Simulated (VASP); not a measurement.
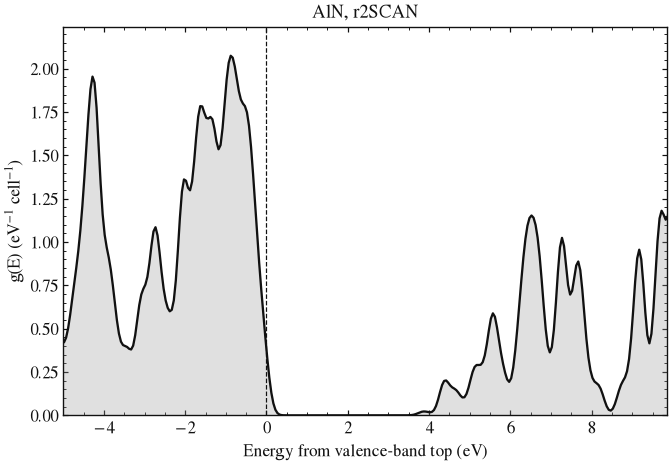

Density of states. Energies are counted from the top of the valence band. The curve is built from the levels of the k mesh with Gaussians 0.3 eV wide, which also blur the band edges.

System: AlN, space group F-43m, 2 atoms in the cell, zincblende type, hydrostatic strain +3.3%.

```cif
data_structure
_symmetry_space_group_name_H-M 'F-43m'
_symmetry_Int_Tables_number 216
_cell_length_a 4.5144
_cell_length_b 4.5144
_cell_length_c 4.5144
_cell_angle_alpha 90.000
_cell_angle_beta 90.000
_cell_angle_gamma 90.000
_cell_volume 92.00
loop_
_atom_site_label
_atom_site_type_symbol
_atom_site_symmetry_multiplicity
_atom_site_Wyckoff_symbol
_atom_site_fract_x
_atom_site_fract_y
_atom_site_fract_z
_atom_site_occupancy
Al1 Al 4 a 0.00000 0.00000 0.00000 1
N1 N 4 d 0.25000 0.25000 0.75000 1
```

Method: DFT, r2SCAN, plane waves, PAW, 10×10×10 k mesh, 520 eV cutoff (VASP).

Is there a gap at the Fermi level, and how wide?

There is a gap; over the k points computed it is 3.85 eV (indirect; the smallest direct gap is 4.00 eV).

The cell is at −17 GPa in this functional.
